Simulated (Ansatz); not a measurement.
Input file:

```
crystal:
  lattice:
    - [3.1929628636, 0.0, 0.0]
    - [-1.5964814318, 2.7651869532, 0.0]
    - [0.0, 0.0, 16.8008402297]
  atoms:
    - { symbol: W, position: [0.3333333333, 0.6666666667, 0.0] }
    - { symbol: S, position: [0.6666666667, 0.3333333333, 0.9075761485] }
    - { symbol: S, position: [0.6666666667, 0.3333333333, 0.0924238515] }
basis:
  ecutwfc: 420
kpoints:
  mp_grid: { grid: [12, 12, 2] }
hamiltonian:
  xc: pbesol
scf:
  occupations: { method: gaussian, width: 0.02 }
output:
  forces: true
  stress: true
  eigenvalues: true
  write_density: true
  write_potential: true
  elf: true
  volumetric_format: npy
relax:
  adjacent_minimum: "off"
  f_tol: 0.008
  max_steps: 40
  cell: { stress_tol: 0.015, fix: [a, b, gamma] }
```

Command:

```sh
ansatz run input.yaml --threads 1 --pin off --max-ram 2560MiB --backend cpu --events-out ev --progress --plain --runs-dir out
```

Below, planes, directions and counts refer to the conventional cell (a = 3.19 Å, b = 3.19 Å, c = 16.80 Å, α = 90.00°, β = 90.00°, γ = 120.00°).

The fields are those of the relaxed geometry.

Space group P-6m2; a structure from a database of computed crystals, not necessarily the ambient phase; changed on purpose from its base cell (biaxial strain in the a-b plane, c and atoms relaxed: +1.5 %).

All numbers below come from DFT PBEsol, scalar-relativistic, plane waves, PAW (Ansatz).

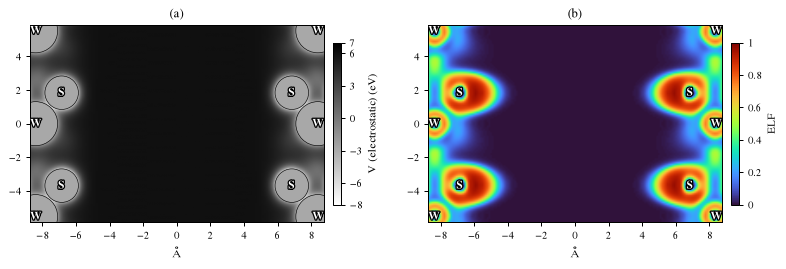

WS$_{2}$. (a) electrostatic potential (local pseudopotential plus Hartree) felt by an electron; (b) ELF on the (110) plane of the conventional cell. Grey discs cover the atomic cores in the potential map.

> Read the bonding off the picture.

- The section cuts through W and S sites.
- W–S (2.41 Å): the ELF peaks at about 0.85 in the valence shell of S, 0.8 Å from its nucleus, and is about 0.50 at the midpoint.
- The features right at W lie inside the PAW spheres, where the map follows smoothed inner orbitals and isn't to be read closely.
- Outside the cores the potential energy rises away from the atoms and is highest about 2.7 Å from the nearest atoms; its zero is arbitrary.

> Does the calculation make it a metal, or give it a gap?

It is gapped, with a Kohn–Sham gap of 1.6 eV on the k-point mesh (the band edges may lie off the mesh, which would make the gap smaller).
